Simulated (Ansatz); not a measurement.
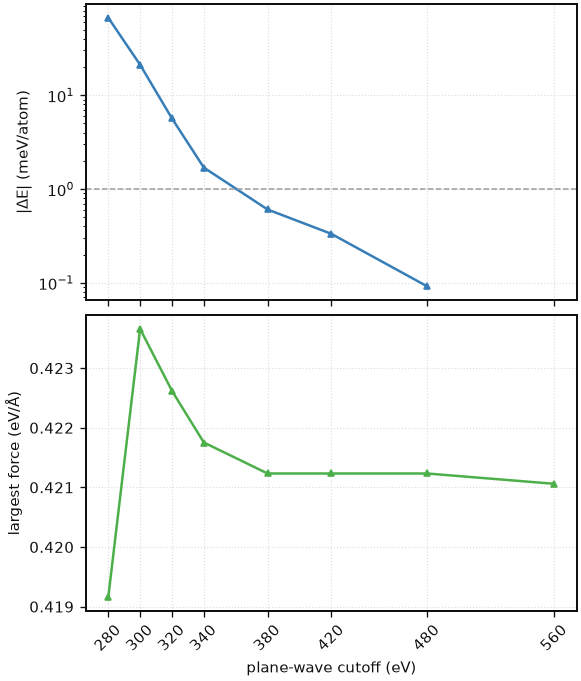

Scan of the plane-wave cutoff (density cutoff scaled with it).
The run: Sn (R-3m, 2 atoms in the cell), by HSE06, plane waves, PAW datasets (Ansatz); 4×4×4 k-mesh, Fermi–Dirac smearing of 0.1 eV.
ΔE is the free energy less its value at the largest setting, 560 eV.
Dashed lines or grey bands mark the tolerance: 1 meV/atom.
The atoms sit off their equilibrium sites.

From which setting is the free energy converged to 1 meV/atom?

The free energy is within 1 meV/atom of the largest setting's value from 380 eV on. It is off by 67 meV/atom at 280 eV, 5.7 meV/atom at 320 eV and 1.7 meV/atom at 340 eV (always above it). The smaller bases give higher energies, which fall towards the limit as the basis grows.

How does the largest force behave (tolerance 0.005 eV/Å)?

The largest force is within 0.005 eV/Å of the largest setting's value at every setting shown, 280 eV included. The largest deviation is 0.003 eV/Å.
